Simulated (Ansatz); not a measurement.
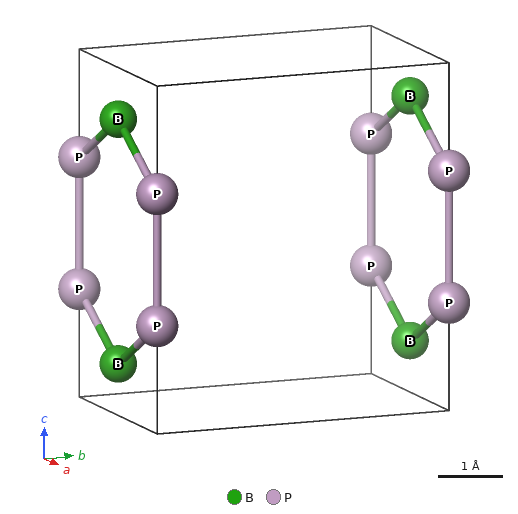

Ball-and-stick representation of a periodic structure, projected slightly off an axis. The edges of the conventional unit cell are marked. Cell: a = 3.22 Å, b = 4.95 Å, c = 5.57 Å, α = 90.00°, β = 90.00°, γ = 90.00°.

It derives from a structure type filled with these elements by a generator (whether the compound takes this form wasn't checked). Earlier steps of the study may have refined or changed the cell and positions. Ansatz was used for an electronic-structure calculation on it.

Q: What is this?

A: Its composition is BP. Space group Pmmm (No. 47), lattice primitive orthorhombic. The cell has 4 atoms, namely 2 B, 2 P. Around each B lie two P and one B in a distorted trigonal planar arrangement (about 1.8 Å to P, 1.7 Å to B). Each P is bonded to two B and one P in a distorted trigonal planar arrangement (about 1.8 Å to B, 2.1 Å to P). The bonds build BP layers parallel to (010).

The calculation: DFT PBE, scalar-relativistic, plane waves, PAW in Ansatz 0.2.0, with plane waves up to 420 eV, k-points about 0.15 Å⁻¹ apart, Gaussian smearing of 0.1 eV, no spin polarisation.

Q: Is it conducting or gapped at this level?

A: A metal: bands cross the Fermi level.

Q: What net charge does each kind of atom have (Bader)?

A: B +0.69 e; P -0.69 e.

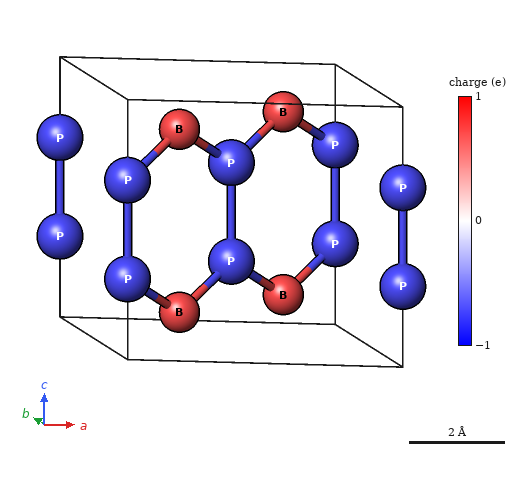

The atoms coloured by those charges. The run's cell of 8 atoms is drawn, so axes and origin can differ from the first picture.

Q: Is this the optimised geometry for these settings?

A: Yes. All forces vanish to within 0.01 eV/Å. The pressure is 0.0 GPa, close to zero.
